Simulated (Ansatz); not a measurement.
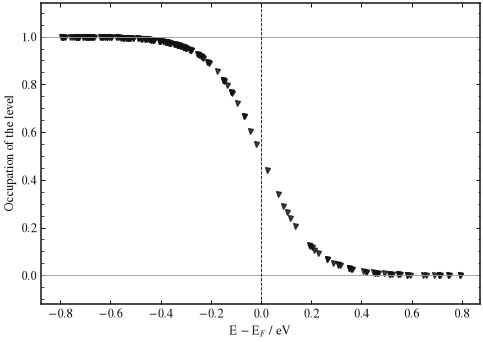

Occupations of the one-electron levels of the k mesh against their energy, from a run on FeNi$_{3}$, space group Fm-3m (No. 225), 4 atoms in the cell, with Ansatz.

Question: Name the smearing function and its width.

Answer: Fermi-Dirac smearing with a width of 0.1 eV. The occupations stay between 0 and 1 and have long exponential tails; the slope at the Fermi level is 1/(4 × width).
